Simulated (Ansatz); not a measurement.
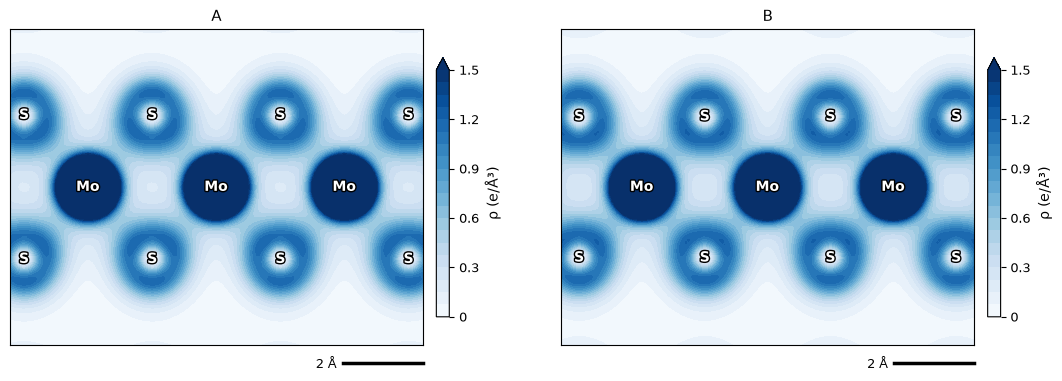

MoS2. The valence electron density of two cells that differ in size, on the (011) plane of each (indices in the axes of the calculation cell), at one length scale and on one colour scale: A has 18.5 Å³ an atom and B 17.4.

Method: Kohn-Sham DFT of a periodic cell, r2SCAN, Ansatz PAW (Ansatz 0.2.0).

Core electrons are frozen (PAW), and the valence fields are smoothed inside the atomic spheres.

The larger cell:

```
Mo S
1.0
     3.21273    0.00000    0.00000
    -1.60636    0.92743    6.19547
     1.60636   -2.78230    0.00000
Mo S
1 2
Direct
  0.00000 0.00000 0.00000
  0.25000 0.75000 0.25000
  0.75000 0.25000 0.75000
```

The smaller cell: a = 3.150 Å, b = 6.340 Å, c = 3.150 Å, α = 104.38°, β = 60.00°, γ = 104.38°.

### What changes from the larger cell to the smaller?

From the larger cell to the smaller, Mo–S goes from 2.42 to 2.37 Å, and the density at its midpoint from 0.57 to 0.62 e/Å³; the pressure goes from 0.8 to 11 GPa.
